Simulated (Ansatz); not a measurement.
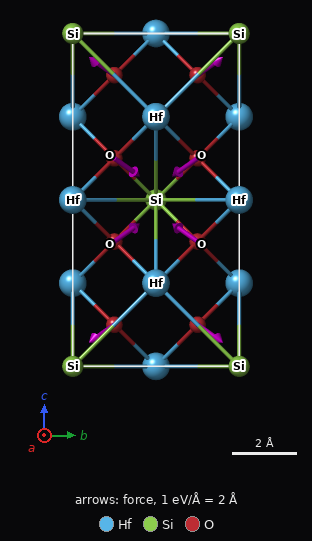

Starting geometry of crystalline Hf3SiO8 (a generated structure, set up in I4/mmm) (coarse preliminary run) with the computed forces as purple arrows. Style: ball-and-stick. Shown: the conventional cell (2 times the calculation's cell), along the a axis. Lengths and directions refer to the drawn axes.

The calculation used DFT PBE, scalar-relativistic, plane waves, PAW in Ansatz 0.2.0.

Input file:
```yaml
crystal:
  lattice:
    - [-2.6365257, 2.6365257, 5.27305141]
    - [2.6365257, -2.6365257, 5.27305141]
    - [2.6365257, 2.6365257, -5.27305141]
  atoms:
    - { symbol: Hf, position: [0.75, 0.25, 0.5] }
    - { symbol: Hf, position: [0.5, 0.5, 0.0] }
    - { symbol: Hf, position: [0.25, 0.75, 0.5] }
    - { symbol: Si, position: [0.0, 0.0, 0.0] }
    - { symbol: O, position: [0.375, 0.375, 0.5] }
    - { symbol: O, position: [0.125, 0.625, 0.0] }
    - { symbol: O, position: [0.875, 0.875, 0.5] }
    - { symbol: O, position: [0.625, 0.125, 0.0] }
    - { symbol: O, position: [0.625, 0.625, 0.5] }
    - { symbol: O, position: [0.375, 0.875, 0.0] }
    - { symbol: O, position: [0.125, 0.125, 0.5] }
    - { symbol: O, position: [0.875, 0.375, 0.0] }
basis:
  ecutwfc: 420
kpoints:
  mp_grid: { grid: [6, 6, 6] }
hamiltonian:
  xc: pbe
scf:
  occupations: { method: gaussian, width: 0.1 }
  lower_state_search: "off"
output:
  forces: true
  stress: true
  eigenvalues: true
relax:
  adjacent_minimum: "off"
  f_tol: 0.04
  max_steps: 70
  cell: { stress_tol: 0.4 }
```

Run as
```bash
ansatz run input.yaml --threads 1 --pin off --max-ram 2560MiB --backend cpu --events-out ev --progress --plain --runs-dir out
```

### Is this structure relaxed? If not, where do the atoms go?

It isn't relaxed: the largest force vector, on O atoms, is 0.64 eV/Å. The atoms end up moving mostly along the starting forces (cosine between the two patterns 1.00). Over 5 accepted moves (7 points after the start) the energy falls by 197 meV per atom. Largest force component: 0.4 eV/Å at the start, 0.0016 eV/Å at the end. Pressure: −25.16 GPa at the start and 0.05 GPa at the end. At 2 points the geometry stayed and the basis and grid were re-selected for the new cell (energy shift of 3.9 meV per atom at most each time). The largest moves relative to the cell, 0.087 Å, are those of 8 atoms (O5, O6, O7, O8 and others). O11 goes roughly along [−2 −2 1]. Si and Hf stay in place. The volume changes by −15.2 %, with a = b 5.273 → 4.995 Å (−5.3 %), c 10.546 → 9.960 Å (−5.6 %). Some distances before and after: Si4–O10 2.283 → 2.074 Å, Hf1–Si4 3.729 → 3.527 Å, Hf1–O10 2.283 → 2.187 Å, Hf2–O10 2.283 → 2.200 Å. Bond angles that change, for instance: Hf1–O8–Hf2 109.5° → 107.0°. The space group stays I4/mmm (No. 139). Cost: 83 s on 1 thread of Intel(R) Xeon(R) 6975P-C (Granite Rapids), on a shared host, peak memory 0.63 GiB.
